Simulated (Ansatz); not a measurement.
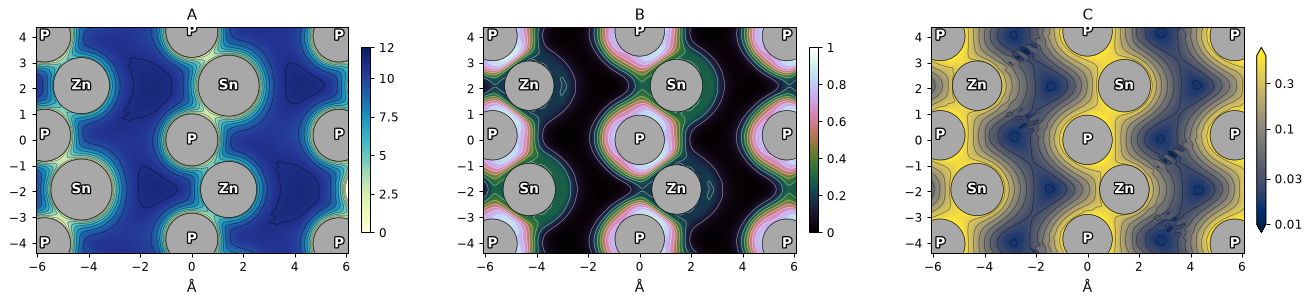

ZnSnP2: 3 fields on the (110) plane of the conventional cell, with unlabelled colour scales. Grey discs cover the atomic cores.

Space group I-42d; a structure from a database of computed crystals, not necessarily the ambient phase.

Method: DFT PBE, scalar-relativistic, plane waves, PAW (Ansatz 0.2.0).

Which field does each panel show? The fields are: electron localisation function, electrostatic potential energy of an electron and valence pseudo-density.

Answer. Panel A: electrostatic potential energy of an electron (low next to the atoms, rising into the space between them). Panel B: electron localisation function. Panel C: valence pseudo-density. From the grid: Zn–P (2.40 Å): the density is about 0.47 e/Å³ at the midpoint; the ELF peaks at about 0.90 in the valence shell of P, 0.7 Å from its nucleus, and is about 0.65 at the midpoint. Sn–P (2.55 Å): ρ is about 0.49 e/Å³ halfway; the ELF peaks at about 0.85 in the valence shell of P, 0.9 Å from its nucleus, and is about 0.65 at the midpoint.
